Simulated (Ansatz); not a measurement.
## Electronic structure of Al$_{2}$Zn$_{3}$O in real space

The calculation's input:

```
crystal:
  lattice:
    - [4.9513638201, 0.0, 0.0]
    - [-2.47568191, 4.2880068516, 0.0]
    - [0.0, 0.0, 4.5589961241]
  atoms:
    - { symbol: Al, position: [0.3333333333, 0.6666666667, 0.0] }
    - { symbol: Al, position: [0.6666666667, 0.3333333333, 0.0] }
    - { symbol: Zn, position: [0.5, 0.0, 0.5] }
    - { symbol: Zn, position: [0.5, 0.5, 0.5] }
    - { symbol: Zn, position: [0.0, 0.5, 0.5] }
    - { symbol: O, position: [0.0, 0.0, 0.0] }
basis:
  ecutwfc: 420
kpoints:
  mp_grid: { grid: [12, 12, 8] }
hamiltonian:
  xc: pbe
scf:
  occupations: { method: gaussian, width: 0.1 }
output:
  forces: true
  stress: true
  eigenvalues: true
  write_density: true
  write_potential: true
  elf: true
  volumetric_format: npy
relax:
  adjacent_minimum: "off"
  f_tol: 0.01
  max_steps: 80
  cell: { stress_tol: 0.05 }
```

Command:

```sh
ansatz run input.yaml --threads 1 --pin off --max-ram 2048MiB --backend cpu --events-out ev --progress --plain --runs-dir out
```

Below, planes, directions and counts refer to the conventional cell (a = 4.94 Å, b = 4.94 Å, c = 4.59 Å, α = 90.00°, β = 90.00°, γ = 120.00°).

The fields are those of the relaxed geometry.

Space group P6/mmm; a structure generated by program, which may or may not match a known phase.

The calculation used DFT PBE, scalar-relativistic, plane waves, PAW in Ansatz 0.2.0.

Core electrons are frozen (PAW), and the valence fields are smoothed inside the atomic spheres.

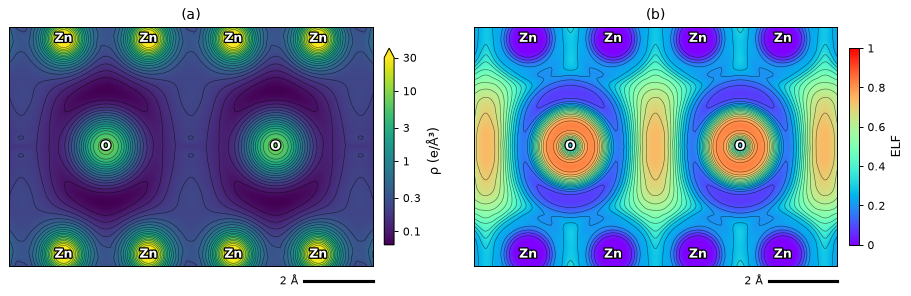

Figure 1. (a) valence electron density; (b) ELF on the (011̄) plane of the conventional cell.

**What do the fields say about this system?**

- The section cuts through Zn and O sites.
- Zn–Zn (2.47 Å): ρ at the midpoint is about 0.32 e/Å³; the ELF is about 0.30 at the midpoint: no localised pair shows between them.
- Between the atoms the lowest density in this plane is 0.06 e/Å³.

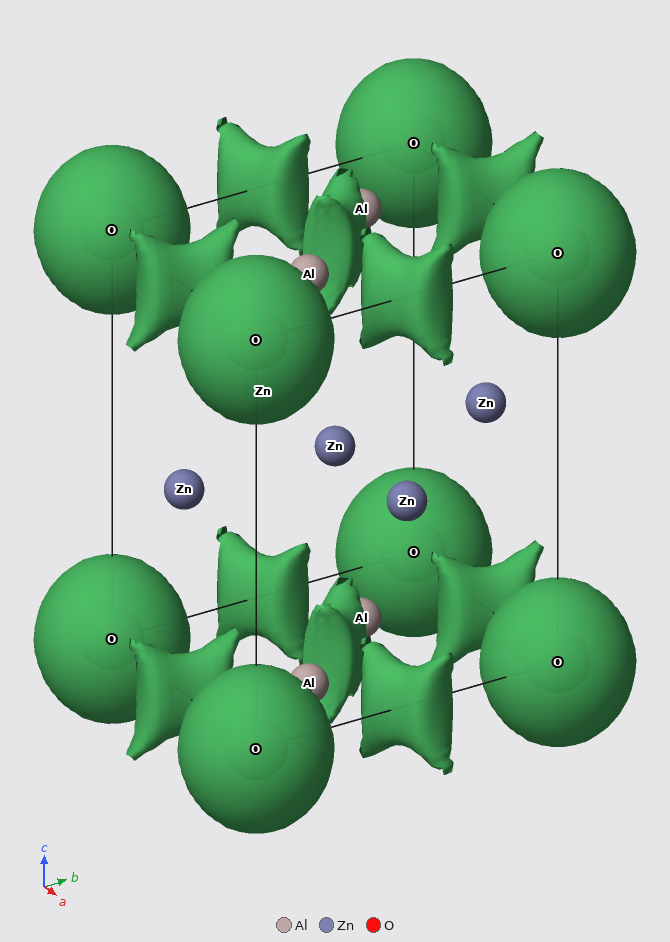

Figure 2. Isosurface of the electron localisation function at 0.7 (green), seen slightly off an axis. Only the valence region is drawn (cores and ρ < 0.01 e/Å³ removed).

**Describe the localisation domains.**

The surface consists of three regions between bonded Al–Al atoms and one region wrapped around O (its valence shell), counted in one cell of 6 atoms. Regions shared between cells count once. Profiles from the grid: Al–Zn (2.70 Å): the ELF is about 0.55 at the midpoint.

**Metal or insulator at this level of theory?**

It is gapless in this calculation (a metal or semimetal).
